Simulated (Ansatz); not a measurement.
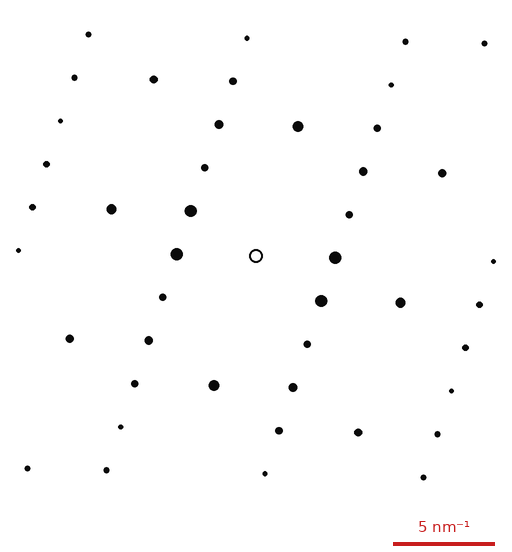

Computed electron diffraction pattern, 200 kV, single scattering only, B = 0.3 Å².

Phase: Mg, space group P6/mmm (No. 191), a = 5.106 Å, c = 3.096 Å (hexagonal axes). Structure: the input geometry of an electronic-structure calculation (not necessarily at equilibrium); the starting structure was generated, so it need not be a known form of this composition.

| atom | site | symmetry | x | y | z |
| --- | --- | --- | --- | --- | --- |
| Mg | 1a | 6/mmm | 0.0000 | 0.0000 | 0.0000 |
| Mg | 2d | -6m2 | 0.3333 | 0.6667 | 0.5000 |

Question: Determine the zone axis from the geometry of the pattern.

Answer: The spots form a centred rectangular net whose two shortest vectors correspond to d = 4.42 Å and 2.54 Å, 73.3° apart. They index as 0 1 0 (itself too weak to see) and 1 0 -1, so the zone axis is ±[101] (or an equivalent direction of <101>).

Question: Which reflections of this zone are missing, and why?

Answer: Reflections such as 0 1 0, 0 2 0, 2 -2 -2 are allowed but too weak to see at this display level.
